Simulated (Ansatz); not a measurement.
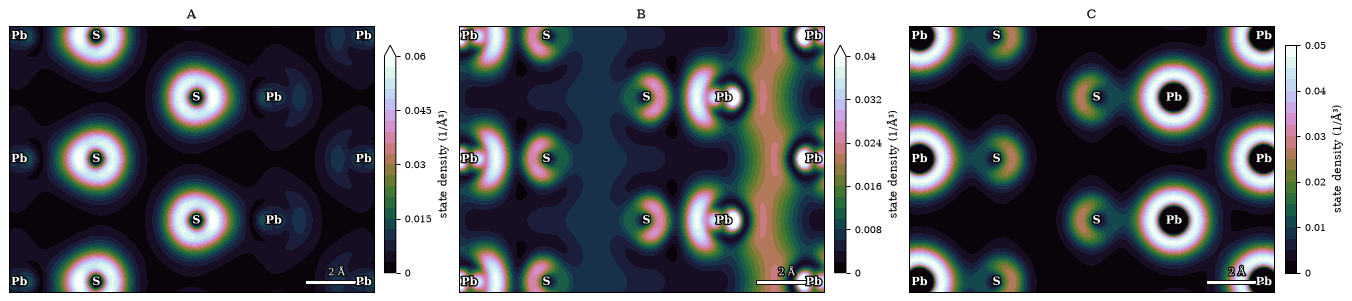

PbS: densities of the states in three energy windows, on the (100) plane of the conventional cell.

Space group Cmcm. Spin-orbit coupling, left out here, splits and shifts the levels of such heavy elements, by tenths of an eV up to several eV. The cell comes from a database of computed structures, not from a measurement.

These are results of DFT r2SCAN, scalar-relativistic, plane waves, PAW (Ansatz), not measurements.

In a PAW calculation such maps are meaningful between the atoms, not at the nuclei.

Q: The windows, about the valence-band maximum, are −8.6 to −5.7 eV, −3.0 to −1.5 eV and +1.4 to +2.0 eV. Which panel shows which?

A: Panel A: −3.0 to −1.5 eV, the middle third of the upper valence band, mainly S 3p (75 %) and Pb 6p (20 %).
Panel B: +1.4 to +2.0 eV, the bottom of the conduction band, mainly Pb 6p (75 %), S 3s (10 %) and S 3p (10 %).
Panel C: −8.6 to −5.7 eV, a separate group of bands, mainly Pb 6s (70 %), S 3p (15 %) and S 3s (10 %).
The characters are Löwdin shares on a minimal set of atomic orbitals.
